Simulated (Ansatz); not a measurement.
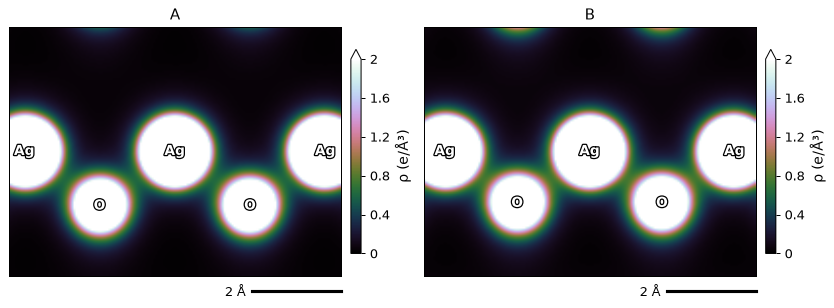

AgO. The valence electron density of two cells that differ in size and shape, on the (011̄) plane of each (indices in the axes of the calculation cell), at one length scale and on one colour scale: A has 14.3 Å³ an atom and B 12.6.

Space group I-4m2; computed without spin polarisation.

These are results of Ansatz 0.2.0, DFT PBEsol, scalar-relativistic, plane waves, PAW, not measurements.

The density is the valence pseudo-density of a PAW calculation; it isn't the true density close to the nuclei.

The larger cell:

```
Ag O
1.0
     0.00000    2.46820    2.34780
     2.46820    0.00000    2.34780
     2.46820    2.46820    0.00000
Ag O
1 1
Direct
  0.00000 0.00000 0.00000
  0.75000 0.75000 0.75000
```

The smaller cell: a = 3.278 Å, b = 3.278 Å, c = 3.320 Å, α = 59.57°, β = 59.57°, γ = 60.86°.

**What changes from the larger cell to the smaller?**

From the larger cell to the smaller, Ag–O goes from 2.10 to 2.02 Å, and the density at its midpoint from 0.64 to 0.79 e/Å³; the pressure goes from 7 to 32 GPa.
